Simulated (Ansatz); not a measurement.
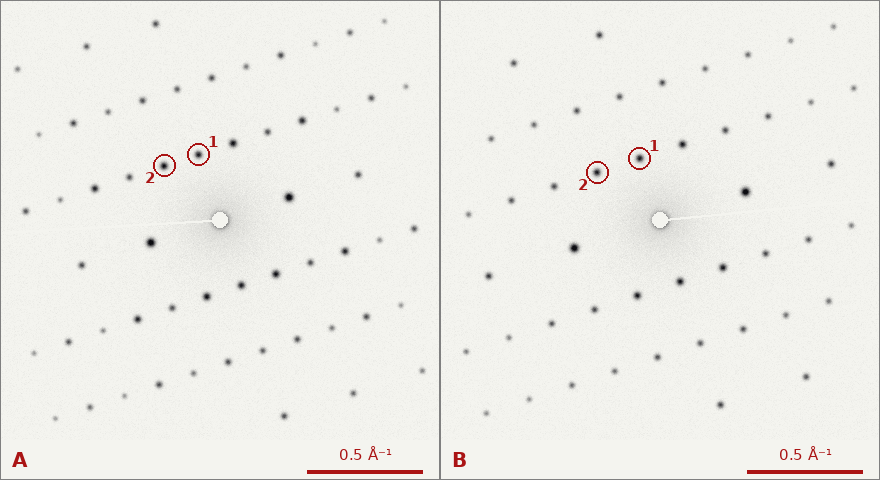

Kinematic electron diffraction patterns (120 kV, B = 0.5 Å², same scale) along [010] of the run's own cell, for the start and the end of one relaxation of GdN with Ansatz, DFT PBE, scalar-relativistic, plane waves, PAW. k mesh 10×10×6. The start is a generated model structure, and the relaxation ends in the nearest stationary point of its symmetry, not necessarily the ground state. Spot 1 is -1 0 0 and spot 2 is -1 0 1 in both.

Start structure:

```yaml
crystal:
  lattice:
    - [3.83073, 0.00000, 0.00000]
    - [-1.91536, 3.31751, 0.00000]
    - [0.00000, 0.00000, 6.27385]
  atoms:
    - { symbol: Gd, position: [0.66667, 0.33333, 0.00000] }
    - { symbol: Gd, position: [0.33333, 0.66667, 0.50000] }
    - { symbol: N, position: [0.66667, 0.33333, 0.62520] }
    - { symbol: N, position: [0.33333, 0.66667, 0.12520] }
```

Which pattern belongs to the start structure, and which to the relaxed one?

Answer. A is the start: its cell gives d(1) = 3.318 Å, d(2) = 2.933 Å and an angle of 27.9°. B is the relaxed structure, with d(1) = 3.518 Å (+6.1 %), d(2) = 2.890 Å (-1.5 %) and 34.8°.

Name reflections whose intensity changes strongly on relaxation.

Answer. 1 0 3 goes from 36 to 13 % of the strongest spot.

What did the relaxation do to the structure and the energy?

Answer. The volume changed by -9.2 % to 18.10 Å³ an atom; with the mean shift removed, the atoms moved by up to 0.25 Å relative to the cell (N most); the space group stayed P6_3mc (No. 186); the free energy fell by 71 meV an atom. Relaxed cell: a = 4.063 Å, b = 4.063 Å, c = 5.066 Å, α = 90.00°, β = 90.00°, γ = 120.00°.
